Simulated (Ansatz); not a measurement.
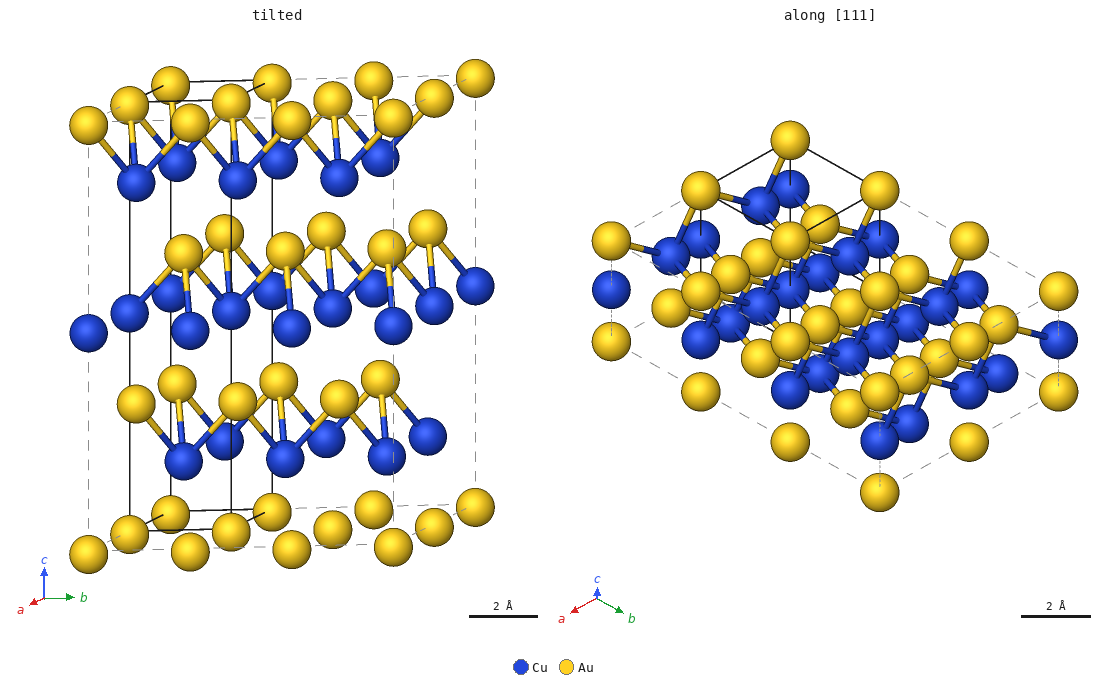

Ball-and-stick drawing of the structure, looking slightly off an axis and along [111]. The drawing covers 2×3×1 cells, and the solid lines enclose one conventional unit cell.

- The formula is CuAu.
- Space group R3m (No. 160), lattice rhombohedral (trigonal R).
- The cell has 6 atoms, namely 3 Cu, 3 Au.
- Taking every contact within bonding distance, one finds Cu 3 and Au 3. Not all metal-metal contacts are counted.

It goes back to a structure listed in the Materials Project. The cell was then strained or its atoms displaced on purpose. It was run through Ansatz as a DFT input.

At this level of theory the cell isn't at rest (stretched, at -7 GPa and forces up to 1.0 eV/Å), so its distances can differ from those at equilibrium, the more so the softer the solid.
